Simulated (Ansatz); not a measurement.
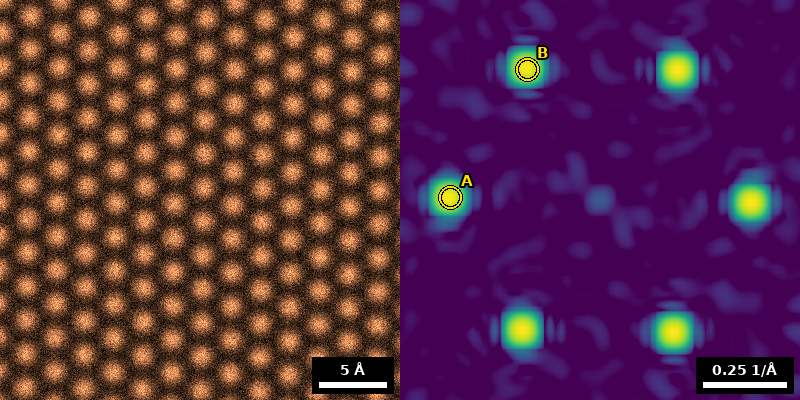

iDPC-like image of Ru (Im-3m, No. 229) along [111]. Simulated as the projected potential of neutral atoms (B = 0.5 Å²) blurred by a 1.30 Å probe, the thin-sample limit of integrated differential phase contrast. Shot noise was added. Structure: the geometry given to an electronic-structure calculation, possibly off equilibrium; the starting structure was generated, so it need not be a known form of this composition.

The right panel is the modulus of the image's Fourier transform on a logarithmic scale.

a = 3.105 Å, b = 3.105 Å, c = 3.105 Å, α = 90.00°, β = 90.00°, γ = 90.00°

Q: Index the marked spots and give their plane spacings (the zone axis points at the viewer; indices equivalent by symmetry, or all signs reversed, are as good).

A: (0 1 -1), d = 2.20 Å; B: (1 0 -1), d = 2.20 Å. A and B enclose 60°, and every spot obeys the zone law hu + kv + lw = 0 for [111].
